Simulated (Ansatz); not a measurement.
System: a (111) slab cut from CoSi₂ (Fm-3m), unrelaxed, of composition Co₃Si₈ (not the bulk's), ended by Si planes, 11 atoms in the cell.

```cif
data_structure
_symmetry_space_group_name_H-M 'P 1'
_symmetry_Int_Tables_number 1
_cell_length_a 3.7565
_cell_length_b 3.7565
_cell_length_c 25.7351
_cell_angle_alpha 90.000
_cell_angle_beta 90.000
_cell_angle_gamma 120.000
_cell_volume 314.50
loop_
_atom_site_label
_atom_site_type_symbol
_atom_site_fract_x
_atom_site_fract_y
_atom_site_fract_z
_atom_site_occupancy
Si1 Si 0.66667 0.33333 0.29143 1
Si2 Si 0.00000 0.00000 0.35102 1
Co1 Co 0.66667 0.33333 0.38082 1
Si3 Si 0.33333 0.66667 0.41061 1
Si4 Si 0.66667 0.33333 0.47020 1
Co2 Co 0.33333 0.66667 0.50000 1
Si5 Si 0.00000 0.00000 0.52980 1
Si6 Si 0.33333 0.66667 0.58939 1
Co3 Co 0.00000 0.00000 0.61918 1
Si7 Si 0.66667 0.33333 0.64898 1
Si8 Si 0.00000 0.00000 0.70857 1
```

Method: DFT PBEsol, scalar-relativistic, plane waves, PAW, no spin polarisation, 9×9×1 k mesh, 420 eV cutoff (Ansatz).

What does the potential across the slab give for the work function?

The work function is 5.51 eV, the same on both faces. The two vacuum levels agree, so the slab has no net dipole along its normal. The outermost atoms are 10.7 Å apart, which leaves 15.0 Å of vacuum in a cell 25.7 Å high.

The run has no spin polarisation, so a magnetic state may lie lower. The atoms aren't at rest in this cell (largest force 0.5 eV/Å), so the relaxed material can differ.

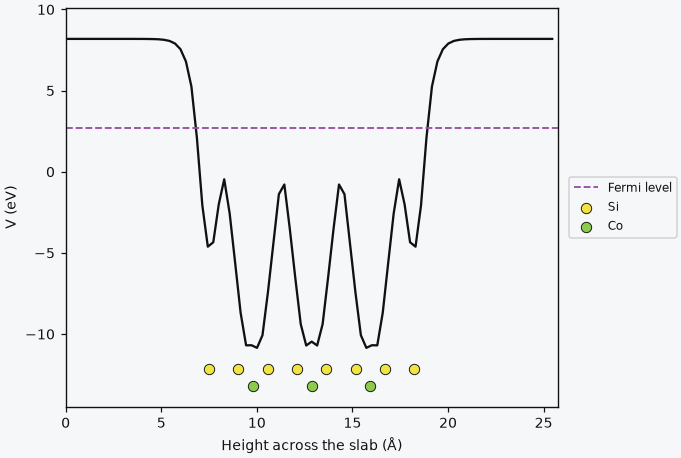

Plane-averaged electrostatic potential energy of an electron across the slab; circles at the bottom mark the heights of the atoms.
